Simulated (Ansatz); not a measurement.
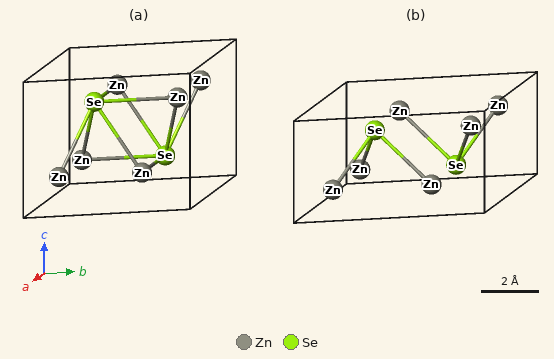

The structure of crystalline Zn$_{3}$Se (a generated structure, set up in P6_3/mmc) before (left) and after (right) a relaxation, at one scale.

Style: ball-and-stick. Shown: the cell of the calculation, slightly off an axis.

All numbers below come from DFT PBE, scalar-relativistic, plane waves, PAW (Ansatz). Set-up: plane-wave cutoff 420 eV; k-point mesh 6 × 6 × 8; occupations gaussian; smearing width 0.1 eV; no spin polarisation; cell and atoms relaxed; force threshold 0.01 eV/Å; at most 80 steps.

Summarise the run.

The energy falls by 1.050 eV per cell of the calculation in 14 accepted moves (16 points after the start). Largest force component: 0.25 eV/Å at the start, 0.00015 eV/Å at the end. The pressure goes from −3.56 to 0.00 GPa. At 2 points the geometry stayed and the basis and grid were re-selected for the new cell (energy shift of 29.2 meV per cell of the calculation at most each time). The largest moves relative to the cell, 0.069 Å, are those of Zn atoms. Se stays in place. Cell: a = b 6.063 → 6.945 Å (+14.5 %), c 4.894 → 3.668 Å (−25.1 %). Volume −1.7 %. Near-neighbour distances that change, for instance: Se–Zn 3.032 → 3.473 Å, Se–Zn 3.007 → 2.765 Å. Bond angles that change, for instance: Zn–Se–Zn 109.0° → 83.1°, Se–Zn–Se 109.0° → 83.1°, Zn–Se–Zn 60.4° → 80.8°. The space group stays P6_3/mmc (No. 194). Cost: 7.5 min on 1 thread of Arm Neoverse V2, on a shared host, peak memory 0.59 GiB.

Limits of the set-up: layers or molecules are held without a dispersion correction, so their spacing is unreliable.
